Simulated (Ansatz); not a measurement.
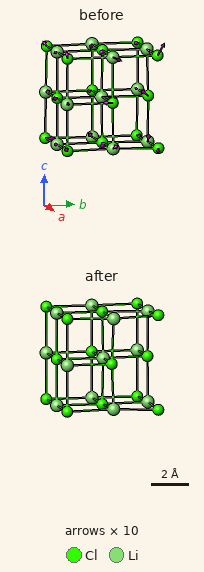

The structure of a defect cell of composition Cl32Li31 (cell charge +1) before (top) and after (bottom) a relaxation, at one scale. The purple arrows give the displacements, 10 times their true length.

Style: ball-and-stick. Shown: the atoms within 5.0 Å of the atom that moves most (axes of the cell of the calculation), slightly off an axis.

All numbers below come from DFT, PBEsol, PAW, plane waves in Ansatz 0.2.0. Set-up: plane-wave cutoff 420 eV; k-point mesh 1 × 1 × 1; mesh shifted by (0.25, 0.25, 0.25); no spin polarisation; atoms relaxed in a fixed cell; force threshold 0.03 eV/Å; at most 80 steps.

Summarise the run.

The atom that moves furthest is a Li atom (0.092 Å along [1 2 0]). Largest moves by element: Li 0.092 Å, Cl 0.081 Å. The cell stays as it was. Some distances before and after: Cl–Li 2.470 → 2.578 Å, Cl–Li 2.596 → 2.489 Å, Cl–Li 2.560 → 2.482 Å, Cl–Li 2.614 → 2.544 Å. Bond angles that change, for instance: Cl–Li–Cl 88.9° → 94.7°, Cl–Li–Cl 91.6° → 87.7°, Cl–Li–Cl 179.7° → 176.4°. After 2 geometry steps the energy has fallen by 0.149 eV per cell of the calculation. The largest force component goes from 0.21 to 0.023 eV/Å. Cost: 2.4 s on 1 × NVIDIA GB200 with 8 threads of Arm Neoverse-V2, peak memory 1.7 GiB.

Limits of the set-up: the cell is charged, on a uniform background, and energies carry no finite-size correction.
